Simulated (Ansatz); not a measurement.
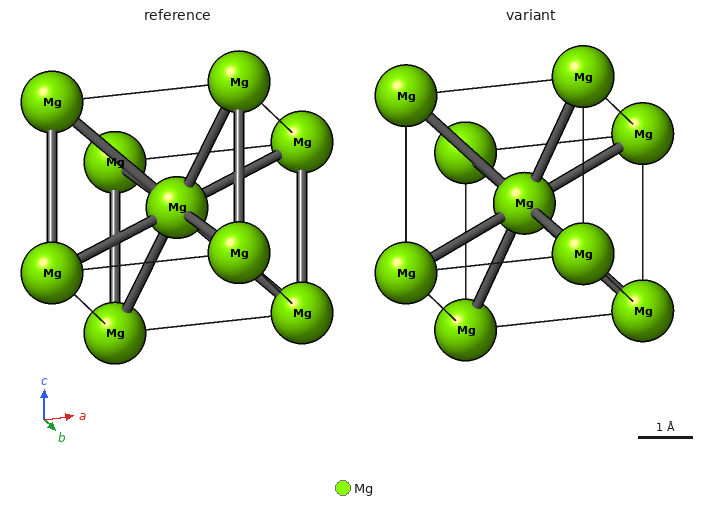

Left: a symmetric starting cell of Mg. Right: the same structure after one change, at the same scale. Style: ball-and-stick. Shown: the conventional cell (2 times the calculation's cell), from a free direction. Lengths and directions refer to the drawn axes.

All numbers below come from DFT PBEsol, scalar-relativistic, plane waves, PAW (Ansatz). Settings: plane-wave cutoff 420 eV; k-point mesh 16 × 16 × 16; occupations gaussian; smearing width 0.1 eV; no spin polarisation.

Which change leads from the left to the right?

The cell is strained by +3.7 % along c and −5.3 % across it (volume −7.0 %), the atoms keeping their fractional coordinates. No relaxation follows. The starting cell wasn't computed here and needn't be at equilibrium, so pressure and forces aren't due to the change alone.

What does the change do?

The pressure is 2.7 GPa (not all of it need come from the change, since the unchanged cell can be under pressure at this level too). All forces vanish by symmetry. Near-neighbour distances before and after: Mg–Mg 3.359 → 3.483 Å, Mg–Mg 3.092 → 3.013 Å. The space group (tolerance 0.01 Å) goes from I4/mmm (No. 139) to Im-3m (No. 229).
